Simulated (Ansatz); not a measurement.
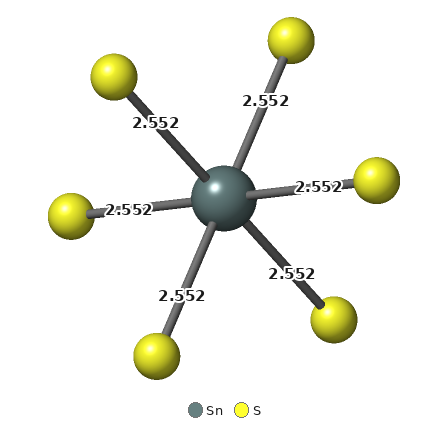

The surroundings of site Sn1 (at 0.000, 0.000, 0.000) in SnS2 in space group P-3m1, with bond lengths in Å.

The cell is taken from the geometry relaxed at a target pressure of 4 GPa with DFT PBEsol, scalar-relativistic, plane waves, PAW (Ansatz).

```
Sn S
1.0
     3.60985    0.00000    0.00000
    -1.80492    3.12622    0.00000
     0.00000    0.00000    5.44720
Sn S
1 2
Direct
  0.00000 0.00000 0.00000
  0.33333 0.66667 0.27035
  0.66667 0.33333 0.72965
```

Bond valence s = exp((R0 − d)/b), R0 fitted to published crystal structures with b = 0.37 Å, summed over all anions within 5 Å; R0 in Å: Sn2+–S 2.433; Sn4+–S 2.390.

**Which oxidation state of Sn do these bonds support?**

With the Sn2+ parameters the computed sum is 6 × 0.725 = 4.35. With the Sn4+ parameters the computed sum is 6 × 0.645 = 3.87. The sum matches its own assumption best for Sn4+, which also balances the formula's charge.

**And over the whole structure?**

```json
{"site": "Sn1", "x, y, z": "0.000, 0.000, 0.000", "formal valence": "+4", "bond-valence sum": "3.92", "difference": "-0.08"}
{"site": "S1", "x, y, z": "0.333, 0.667, 0.270", "formal valence": "−2", "bond-valence sum": "1.96", "difference": "-0.04"}
```

These sums include all anions within 5 Å. The global instability index (root mean square of the differences over all atoms) is 0.06 v.u.: little strain.
